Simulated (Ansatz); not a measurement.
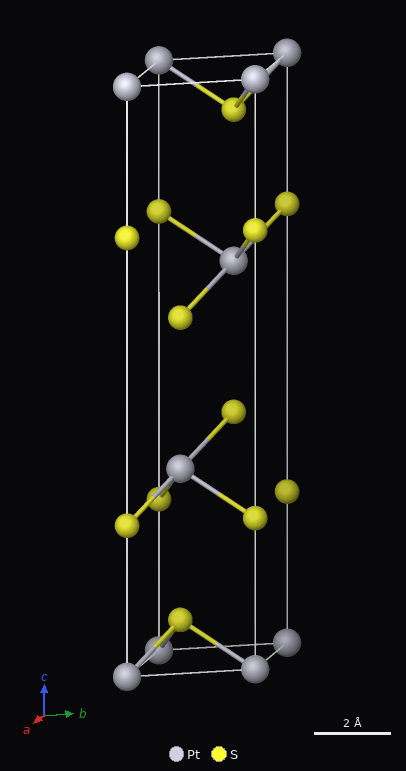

Structure drawing (ball-and-stick), viewed slightly off an axis. The conventional unit cell is outlined; an atom on or near a face, edge or corner is repeated at each equivalent position. Cell: a = 3.54 Å, b = 3.54 Å, c = 16.01 Å, α = 90.00°, β = 90.00°, γ = 120.00°.

Origin of the cell: a structure type filled with these elements by a generator (whether the compound takes this form wasn't checked). Earlier steps of the study may have refined or changed the cell and positions. A calculation with Ansatz used it as input.

Characterise what is shown.

The solid is PtS₂. Space group: R-3m (No. 166). Lattice: rhombohedral (trigonal R). The structure type is cadmium chloride (CdCl₂) type. Content of the cell: 3 Pt, 6 S (Z = 3). The Pt atoms are each bonded to six S in a distorted octahedral arrangement at about 2.4 Å. Each S atom is coordinated by three Pt in a trigonal pyramidal arrangement at about 2.4 Å. The bonds build PtS2 layers parallel to (001).

Computational set-up: Ansatz, DFT PBE+D3(BJ), scalar-relativistic, plane waves, PAW, plane waves up to 420 eV, k-points about 0.23 Å⁻¹ apart, Gaussian smearing of 0.02 eV, no spin polarisation.

Predict the gap.

A semiconductor at this level, with a gap of 0.85 eV, indirect.

How charged are the atoms, by the Bader scheme?

Pt +0.47 e; S -0.24 e.

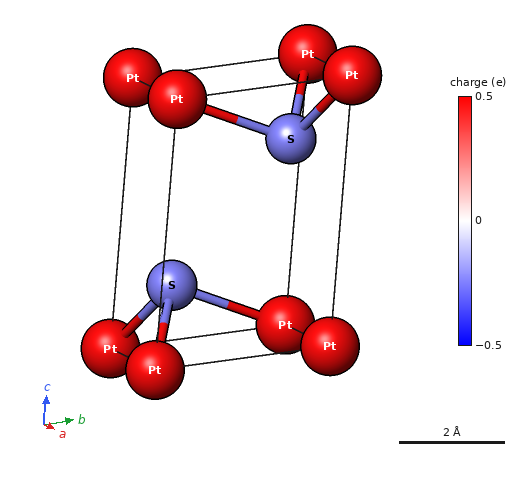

The atoms coloured by those charges. The run's cell of 3 atoms is drawn in a reduced setting, so axes and origin can differ from the first picture.

Does this geometry sit at a stationary point of the energy?

Yes. All forces vanish to within 0.01 eV/Å. The pressure is 0.0 GPa, close to zero.
